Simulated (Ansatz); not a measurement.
Geometry relaxation of K₂₆Br₂₇ (charge −1) (part 1 of 4)

K₂₆Br₂₇ (defect cell, 53 atoms in the cell, total charge −1), computed with DFT, PBE, plane-wave PAW, default files, scalar-relativistic, no spin polarisation (Ansatz 0.2.0).

The structure derives from an entry of the Crystallography Open Database. It belongs to a series of runs on one base structure; here: K vacancy, charge -1, ions relaxed.

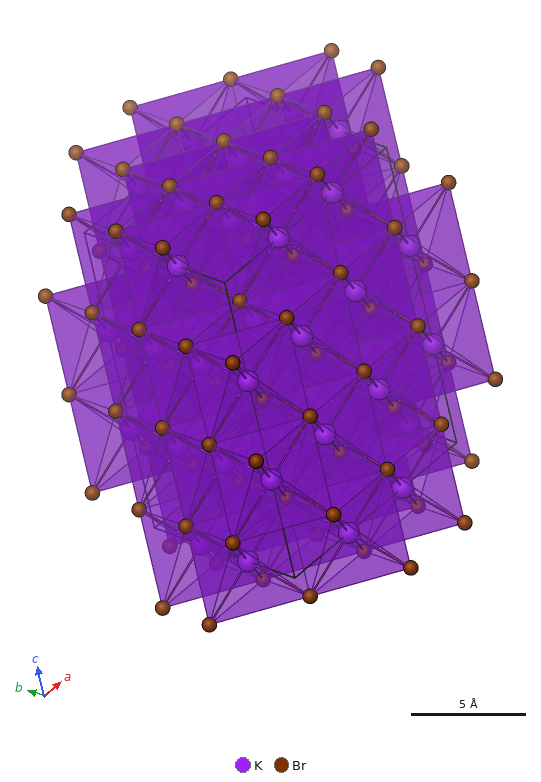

*The structure as given in the input (polyhedral view of the cell of the calculation, seen slightly off an axis; polyhedra are completed across the faces of the cell).*

Input:
```yaml
crystal:
  lattice:
    - [0.0, 9.9, 9.9]
    - [9.9, 0.0, 9.9]
    - [9.9, 9.9, 0.0]
  atoms:
    - { symbol: K, position: [0.0, 0.0, 0.3333333333] }
    - { symbol: K, position: [0.0, 0.0, 0.6666666667] }
    - { symbol: K, position: [0.0, 0.3333333333, 0.0] }
    - { symbol: K, position: [0.0, 0.3333333333, 0.3333333333] }
    - { symbol: K, position: [0.0, 0.3333333333, 0.6666666667] }
    - { symbol: K, position: [0.0, 0.6666666667, 0.0] }
    - { symbol: K, position: [0.0, 0.6666666667, 0.3333333333] }
    - { symbol: K, position: [0.0, 0.6666666667, 0.6666666667] }
    - { symbol: K, position: [0.3333333333, 0.0, 0.0] }
    - { symbol: K, position: [0.3333333333, 0.0, 0.3333333333] }
    - { symbol: K, position: [0.3333333333, 0.0, 0.6666666667] }
    - { symbol: K, position: [0.3333333333, 0.3333333333, 0.0] }
    - { symbol: K, position: [0.3333333333, 0.3333333333, 0.3333333333] }
    - { symbol: K, position: [0.3333333333, 0.3333333333, 0.6666666667] }
    - { symbol: K, position: [0.3333333333, 0.6666666667, 0.0] }
    - { symbol: K, position: [0.3333333333, 0.6666666667, 0.3333333333] }
    - { symbol: K, position: [0.3333333333, 0.6666666667, 0.6666666667] }
    - { symbol: K, position: [0.6666666667, 0.0, 0.0] }
    - { symbol: K, position: [0.6666666667, 0.0, 0.3333333333] }
    - { symbol: K, position: [0.6666666667, 0.0, 0.6666666667] }
    - { symbol: K, position: [0.6666666667, 0.3333333333, 0.0] }
    - { symbol: K, position: [0.6666666667, 0.3333333333, 0.3333333333] }
    - { symbol: K, position: [0.6666666667, 0.3333333333, 0.6666666667] }
    - { symbol: K, position: [0.6666666667, 0.6666666667, 0.0] }
    - { symbol: K, position: [0.6666666667, 0.6666666667, 0.3333333333] }
    - { symbol: K, position: [0.6666666667, 0.6666666667, 0.6666666667] }
    - { symbol: Br, position: [0.1666666667, 0.1666666667, 0.1666666667] }
    - { symbol: Br, position: [0.1666666667, 0.1666666667, 0.5] }
    - { symbol: Br, position: [0.1666666667, 0.1666666667, 0.8333333333] }
    - { symbol: Br, position: [0.1666666667, 0.5, 0.1666666667] }
    - { symbol: Br, position: [0.1666666667, 0.5, 0.5] }
    - { symbol: Br, position: [0.1666666667, 0.5, 0.8333333333] }
    - { symbol: Br, position: [0.1666666667, 0.8333333333, 0.1666666667] }
    - { symbol: Br, position: [0.1666666667, 0.8333333333, 0.5] }
    - { symbol: Br, position: [0.1666666667, 0.8333333333, 0.8333333333] }
    - { symbol: Br, position: [0.5, 0.1666666667, 0.1666666667] }
    - { symbol: Br, position: [0.5, 0.1666666667, 0.5] }
    - { symbol: Br, position: [0.5, 0.1666666667, 0.8333333333] }
    - { symbol: Br, position: [0.5, 0.5, 0.1666666667] }
    - { symbol: Br, position: [0.5, 0.5, 0.5] }
    - { symbol: Br, position: [0.5, 0.5, 0.8333333333] }
    - { symbol: Br, position: [0.5, 0.8333333333, 0.1666666667] }
    - { symbol: Br, position: [0.5, 0.8333333333, 0.5] }
    - { symbol: Br, position: [0.5, 0.8333333333, 0.8333333333] }
    - { symbol: Br, position: [0.8333333333, 0.1666666667, 0.1666666667] }
    - { symbol: Br, position: [0.8333333333, 0.1666666667, 0.5] }
    - { symbol: Br, position: [0.8333333333, 0.1666666667, 0.8333333333] }
    - { symbol: Br, position: [0.8333333333, 0.5, 0.1666666667] }
    - { symbol: Br, position: [0.8333333333, 0.5, 0.5] }
    - { symbol: Br, position: [0.8333333333, 0.5, 0.8333333333] }
    - { symbol: Br, position: [0.8333333333, 0.8333333333, 0.1666666667] }
    - { symbol: Br, position: [0.8333333333, 0.8333333333, 0.5] }
    - { symbol: Br, position: [0.8333333333, 0.8333333333, 0.8333333333] }
total_charge: -1
kpoints:
  mp_grid: { grid: [2, 2, 2] }
scf:
  occupations: { method: fermi_dirac, width: 0.01 }
hamiltonian:
  xc: pbe
  pseudopotentials: { kind: paw }
output:
  forces: true
  stress: true
  populations: true
  efg:
    quadrupole_moments_barn: { K: 0.0603, Br: 0.2579 }
    contact_densities: true
  write_density: true
  write_potential: true
  elf: true
  volumetric_format: npy
relax:
  f_tol: 0.03
  max_steps: 40
```

Launch command:
```bash
ansatz run input.yaml --threads 4 --pin off --max-ram 8192MiB --backend cpu --events-out ev --progress --plain --runs-dir out
```

What the program printed:
```
Warning: output.stress: scf.convergence.dr2_threshold = 1e-7 eV (the SCF's general default) is looser than the 5.3e-9 eV advised for a printed stress (1e-10 eV for each atom of the cell: 53). What an SCF threshold leaves in a stress goes as its square root, and in the free energy as the threshold itself, and one threshold admits the most on a small cell: of the crystals measured, under no hybrid functional and no lock of the moments, on runs that ended without the residual-converged pass, on stresses that held no estimate of that error, the worst erred by over 100 MPa in a component at 1e-7 eV an atom and by under 5 at 1e-10. Every solve of this run answers to scf.convergence.dr2_threshold, and the tensor of one is reported: a single SCF on the reported geometry and on this run's grids (its basis.xc_grid and basis.ecutrho_ratio typed), with scf.convergence.dr2_threshold at 5.3e-9 eV or tighter, prints it and tightens no other solve. Else set scf.convergence.dr2_threshold to 5.3e-9 eV or tighter. The threshold is an SCF's pass mark: one that does not reach it within its budget of iterations ends unconverged, or closes short of it on a stop that the run arms, and scf.convergence.dr2_threshold's page says what that costs each kind of run
Engine: ansatz 0.2.0, x86_64-unknown-linux-gnu
Pseudopotentials: kind: paw
Pseudopotential: K, paw, valence charge 9, recommended cutoff 420 eV (normal), K.paw.azcp
Pseudopotential: Br, paw, valence charge 7, recommended cutoff 420 eV (normal), Br.paw.azcp
Functional definition: PBE
  parameter kappa = 0.804
  parameter beta = 0.06672455060314922
  exchange = pbe_x(kappa = kappa, mu = beta*pi^2/3)
  correlation = pbe_c(beta = beta)
Crystal: 53 atoms, lattice volume = 1940.598 Å³
Basis set: ecut = 420 eV, 38013 PW (Γ), exchange–correlation on 192×192×192 points (8 copies of the dense FFT grid, shifted against one another)
Bands: 265, of which v1, the nominal top of the filled ones, is band 212 counted from 1 (211 counted from 0)
Symmetry: 48 space group operations
Space group: Fm-3m (ITA 225), of the structure as read, at distance tolerance 1.2e-4 Å
k-points: 3 of 8
Non-local potential: K, projectors of the file, l = 0: 3, l = 1: 2, l = 2: 2
Non-local potential: Br, projectors of the file, l = 0: 2, l = 1: 2, l = 2: 2
PAW form: soft (Blöchl's): semilocal exchange-correlation on the pseudo side does not see the compensation charge
PAW one-centre angular grid: K, 110 points (default); XC on 64 Gauss nodes
PAW one-centre angular grid: Br, 110 points (default); XC on 64 Gauss nodes
Initial density: superposition of atomic densities (neutral atoms scaled as one to the charged cell's electrons: chi_scale 0, normalization atom), corrected by the library's trained network
Initial wavefunctions: pseudopotential atomic-orbital guess
Functional: x = pbe(κ = 0.804, μ = 0.2195149727645171), c = pbe(β = 0.06672455060314922)
SCF iter   1: F=—  HF=-115217.777413 eV  |F-HF|=—  |Δ(HF+E_count)|=         —  Δρ=2.07e-3  dr2=1.30e-1  ethr=1.77e-3  ⟨swp⟩=7.7  Hψ=3827  notcnv=0  defer=85
preconditioner: auto → Resta (q_TF=auto, 2.117 Å⁻¹)  ε∞=2.4  [insulator: Δε(μ)=4.116 eV  Ē_g=13.663 eV  σ=0.010 eV  W_gap=1.00  n_scr=330 (ndim 8)  ℏωp=16.3 eV  f_vac=0.071  D(μ)=0.00/eV (n_scr^D=0)  ε∞_Penn≈2.4]
SCF iter   2: F=—  HF=-115217.722121 eV  |F-HF|=—  |Δ(HF+E_count)|=   5.53e-2  Δρ=6.93e-4  dr2=2.10e-2  ethr=3.07e-5  ⟨swp⟩=3.0  Hψ=1584  notcnv=0  defer=140
SCF iter   3: F=—  HF=-115217.712799 eV  |F-HF|=—  |Δ(HF+E_count)|=   9.32e-3  Δρ=2.15e-4  dr2=1.55e-3  ethr=4.94e-6  ⟨swp⟩=2.7  Hψ=1313  notcnv=0  defer=140
SCF iter   4: F=—  HF=-115217.712675 eV  |F-HF|=—  |Δ(HF+E_count)|=   1.24e-4  Δρ=5.89e-5  dr2=1.41e-4  ethr=3.65e-7  ⟨swp⟩=2.0  Hψ=915  notcnv=0  defer=140
iter 5 did not close the SCF: its close was put off for the readings that it lacked (scf_convergence_deferred on its scf_iter line)
SCF iter   5: F=-115217.712694 eV  HF=-115217.712685 eV  |F-HF|=8.86e-6  |Δ(HF+E_count)|=   9.77e-6  Δρ=1.75e-5  dr2=8.77e-6  ethr=3.34e-8  ⟨swp⟩=2.0  Hψ=1150  notcnv=0  defer=140
SCF iter   6: F=-115217.712696 eV  HF=-115217.712696 eV  |F-HF|=1.01e-7  |Δ(HF+E_count)|=   1.09e-5  Δρ=4.12e-6  dr2=4.00e-7  ethr=2.07e-9  ⟨swp⟩=8.0  Hψ=5893  notcnv=0
SCF 1 converged in 6 iterations: F = -115217.712696 eV  dr2 = 4.00e-7
  greatest PAW one-centre occupation: 0.987 electrons in one spin orbital (limit 2), on the K atom at site 24 (counted from 0), in its partial waves of l = 0
relax step   1: F+E_penalty+E_count = -115217.71269582 eV  Δ(F+E_penalty+E_count) = +0.000e0 eV  max|allowed force component| = 2.385e-1 eV/Å  Δτ_max = 0.0000 Å  (6 SCF iters, dr2 threshold 2.25e-5 eV, accepted)
Initial density: handed on by an earlier stage of this run
Initial wavefunctions: those handed on with the density
iter 1 solved again at ethr=5.71e-5 eV; its pass at ethr=3.10e-3 eV (dr2=2.42e-1 eV) is discarded
SCF iter   1: F=—  HF=-115217.990801 eV  |F-HF|=—  |Δ(HF+E_count)|=         —  Δρ=2.71e-3  dr2=2.61e-1  ethr=5.71e-5  ⟨swp⟩=2.0  Hψ=2561  notcnv=0  defer=137
preconditioner: auto → Resta (q_TF=auto, 2.117 Å⁻¹)  ε∞=2.4  [insulator: Δε(μ)=4.296 eV  Ē_g=13.710 eV  σ=0.010 eV  W_gap=1.00  n_scr=330 (ndim 8)  ℏωp=16.3 eV  f_vac=0.072  D(μ)=0.00/eV (n_scr^D=0)  ε∞_Penn≈2.4]
SCF iter   2: F=—  HF=-115217.911637 eV  |F-HF|=—  |Δ(HF+E_count)|=   7.92e-2  Δρ=8.29e-4  dr2=1.58e-2  ethr=5.71e-5  ⟨swp⟩=3.3  Hψ=1110  notcnv=0  defer=137
SCF iter   3: F=—  HF=-115217.908459 eV  |F-HF|=—  |Δ(HF+E_count)|=   3.18e-3  Δρ=2.87e-4  dr2=1.04e-3  ethr=3.74e-6  ⟨swp⟩=2.7  Hψ=1101  notcnv=0  defer=137
SCF iter   4: F=—  HF=-115217.908242 eV  |F-HF|=—  |Δ(HF+E_count)|=   2.18e-4  Δρ=3.03e-5  dr2=2.92e-5  ethr=2.45e-7  ⟨swp⟩=2.0  Hψ=1054  notcnv=0  defer=137
SCF iter   5: F=-115217.908271 eV  HF=-115217.908269 eV  |F-HF|=2.03e-6  |Δ(HF+E_count)|=   2.75e-5  Δρ=9.47e-6  dr2=2.78e-6  ethr=8.39e-10  ⟨swp⟩=10.7  Hψ=6817  notcnv=0
SCF 2 converged in 5 iterations: F = -115217.908271 eV  dr2 = 2.78e-6
relax step   2: F+E_penalty+E_count = -115217.90827113 eV  Δ(F+E_penalty+E_count) = -1.956e-1 eV  max|allowed force component| = 4.726e-2 eV/Å  Δτ_max = 0.1037 Å  (5 SCF iters, dr2 threshold 3.56e-6 eV, accepted)
SCF iter   1: F=—  HF=-115217.925781 eV  |F-HF|=—  |Δ(HF+E_count)|=         —  Δρ=8.08e-4  dr2=2.29e-2  ethr=4.74e-5  ⟨swp⟩=6.3  Hψ=1897  notcnv=0  defer=137
preconditioner: auto → Resta (q_TF=auto, 2.117 Å⁻¹)  ε∞=2.4  [insulator: Δε(μ)=4.335 eV  Ē_g=13.709 eV  σ=0.010 eV  W_gap=1.00  n_scr=330 (ndim 8)  ℏωp=16.3 eV  f_vac=0.071  D(μ)=0.00/eV (n_scr^D=0)  ε∞_Penn≈2.4]
SCF iter   2: F=—  HF=-115217.918824 eV  |F-HF|=—  |Δ(HF+E_count)|=   6.96e-3  Δρ=2.44e-4  dr2=1.40e-3  ethr=5.41e-6  ⟨swp⟩=2.0  Hψ=1358  notcnv=0  defer=137
SCF iter   3: F=—  HF=-115217.918540 eV  |F-HF|=—  |Δ(HF+E_count)|=   2.84e-4  Δρ=8.83e-5  dr2=1.04e-4  ethr=3.30e-7  ⟨swp⟩=2.0  Hψ=1082  notcnv=0  defer=137
SCF iter   4: F=—  HF=-115217.918563 eV  |F-HF|=—  |Δ(HF+E_count)|=   2.33e-5  Δρ=9.44e-6  dr2=3.08e-6  ethr=2.46e-8  ⟨swp⟩=2.0  Hψ=901  notcnv=0  defer=137
SCF iter   5: F=—  HF=-115217.918109 eV  |F-HF|=—  |Δ(HF+E_count)|=   4.54e-4  Δρ=3.12e-6  dr2=3.11e-7  ethr=7.27e-10  ⟨swp⟩=2.0  Hψ=1153  notcnv=0  defer=137
SCF iter   6: F=-115217.918109 eV  HF=-115217.918109 eV  |F-HF|=1.81e-8  |Δ(HF+E_count)|=   2.45e-7  Δρ=7.84e-7  dr2=1.40e-8  ethr=2.36e-11  ⟨swp⟩=9.0  Hψ=5145  notcnv=0
SCF 3 converged in 6 iterations: F = -115217.918109 eV  dr2 = 1.40e-8
  greatest PAW one-centre occupation: 0.987 electrons in one spin orbital (limit 2), on the K atom at site 15 (counted from 0), in its partial waves of l = 0
relax step   3: F+E_penalty+E_count = -115217.91810946 eV  Δ(F+E_penalty+E_count) = -9.838e-3 eV  max|allowed force component| = 6.351e-3 eV/Å  Δτ_max = 0.0254 Å  (6 SCF iters, accepted)
```

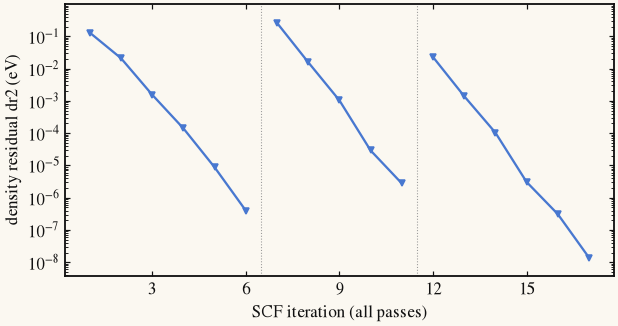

*Convergence of the self-consistent field: density residual dr2 against the SCF iteration. The dotted lines part the SCF passes of the relaxation: geometry steps, rejected trials and re-solves on a re-selected basis.*

The passes take 6, 5 and 6 iterations.

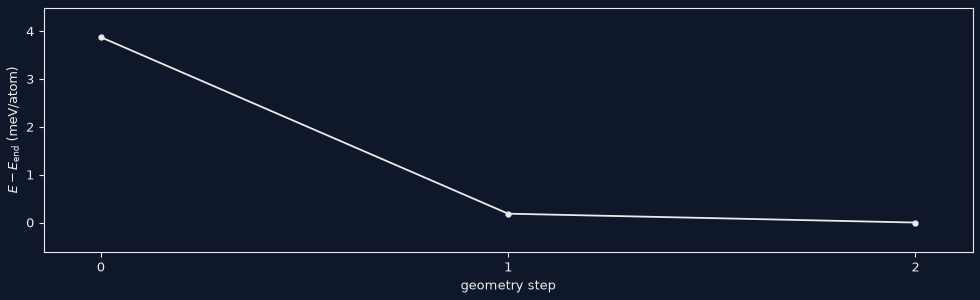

*Progress of the relaxation, step by step (the first geometry is step 0 here and step 1 in the log).*

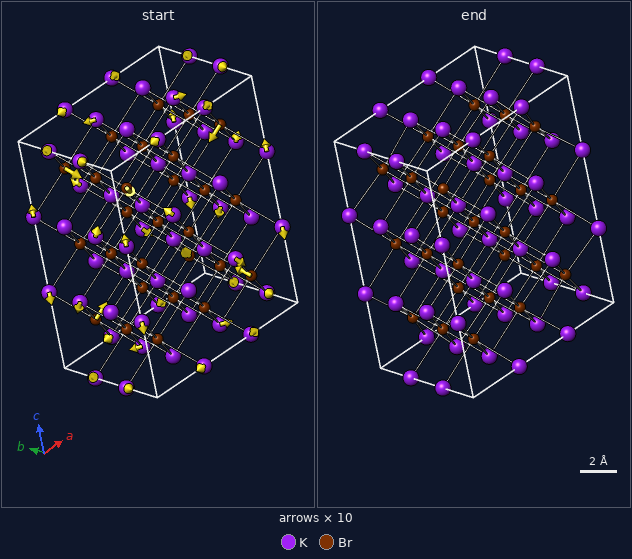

*Before (left) and after (right) the relaxation, at one scale (ball-and-stick view of the cell of the calculation, seen slightly off an axis). The yellow arrows give the displacements, magnified 10 times.*

The largest moves, 0.13 Å, are those of Br29, Br33, Br35, Br45, Br47 and Br51. Largest moves by element: Br 0.13 Å, K 0.08 Å. The lattice vectors keep their values. Among the contacts that change: K14–Br29 3.300 → 3.180 Å, K11–Br29 3.300 → 3.246 Å, K11–Br37 3.300 → 3.347 Å, K11–Br28 3.300 → 3.314 Å. Among the angles that change: Br45–K19–Br51 90.0° → 96.7°, K1–Br33–K15 180.0° → 173.3°, Br37–K19–Br51 180.0° → 175.4°. Over 2 geometry steps the energy falls by 3.9 meV per atom. Largest force component: 0.24 eV/Å at the start, 0.0064 eV/Å at the end. (Atoms are counted from 1 in the order of the input.)

```
NSCF: frozen V_eff on 3 k-points
the band table was solved once a step of the walk had ended and its energy, with any forces and stress, was formed, with the checks that follow a solve (3908 applications of the Hamiltonian). They found nothing against the state; the energy, forces and stress were not computed again (output.eigenvalues in the input reference)
SCF converged after 6 iterations
Free energy (F): -115217.918109 eV
Harris-Foulkes:  -115217.918109 eV  (|F-HF|=1.81e-8)
Internal energy: -115217.918109 eV  (E = F + TS)
E sigma→0 (E₀):  -115217.918109 eV
Fermi energy:    3.202517 eV
--- Per-component energies (eV) ---
  E_band       = -3564.589109
  E_kinetic    = 10242.335325
  E_local      = -22676.427242  (includes V_loc(G=0)·N_el)
  E_nonlocal   = 2226.264421
  E_hartree    = 7414.235527
  E_xc         = -10688.114901
  E_vxc        = -7123.704948  (∫ρ·V_xc dr)
  E_paw        = -80985.046650  (= ΣΔE_a)
  E_vpaw       = -1061.526196  (= ΣTr[D̂ρ^β])
  E_aug_tail   = -0.000098  (compensation charges beyond the density's cutoff)
  E_ewald      = -20751.164491
  E_smearing   = -0.000000  (= −TS)
  E_closure    = 0.000000  (closes the sum)
  E_deformation_potential = -9.174613  (in the stress; not in F)
  Σ components = -115217.918109   (vs F -115217.918109, Δ=0.00e0)
```
